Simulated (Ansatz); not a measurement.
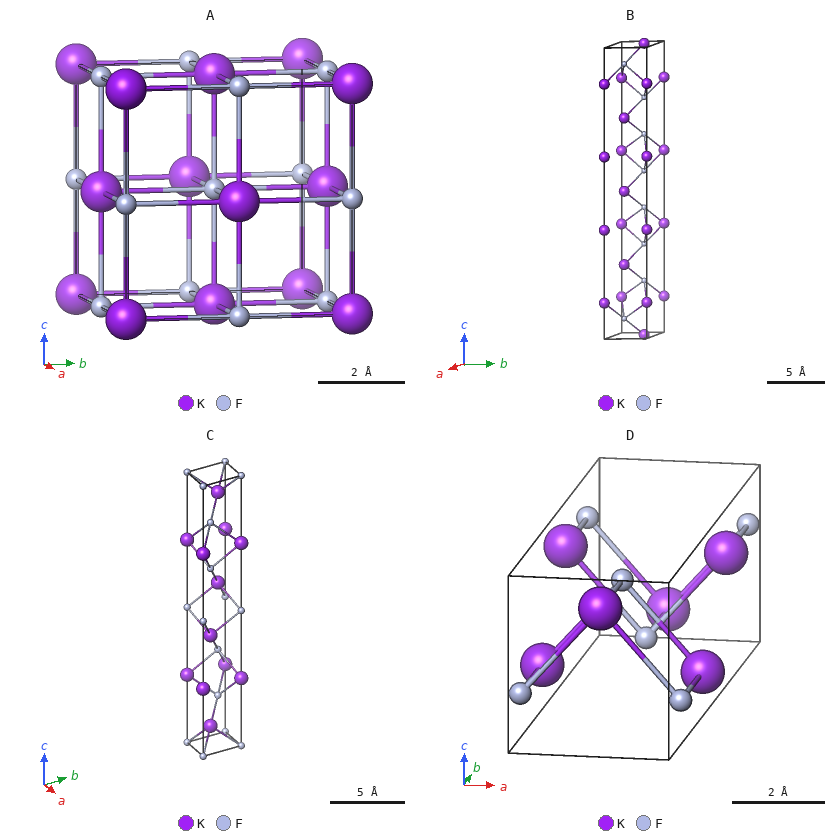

Four structures of KF, each relaxed to rest (conventional cells in solid outline, small ones repeated, each panel with its own scale). Method: Ansatz 0.2.0, DFT PBE, scalar-relativistic, plane waves, PAW, without spin polarisation.

> Name the structure in each panel.

A: rock salt (NaCl type), Fm-3m; B: 16 atoms a cell on a primitive hexagonal lattice, P-6m2; C: 12 atoms a cell on a primitive hexagonal lattice, P6_3/mmc; D: 8 atoms a cell on a base-centred orthorhombic lattice, Cmcm.

> Which of these is lowest in energy, and how far above it do the others lie?

A, then C (+12 meV/atom), B (+26 meV/atom) and D (+69 meV/atom), energies at zero smearing.

> Collect the results in a table.

| panel | structure | E − E(lowest) (meV/atom) | volume (Å³/atom) | gap (eV) |
| --- | --- | --- | --- | --- |
| A | Fm-3m | 0 | 19.9 | 5.97 |
| C | P6_3/mmc | 12 | 19.9 | 5.79 |
| B | P-6m2 | 26 | 19.9 | 5.62 |
| D | Cmcm | 69 | 19.7 | 5.77 |

Some of these may be structure types tried for this composition rather than known phases, and the most stable form need not be among them. Gaps are taken on the k-mesh or band path of each run.
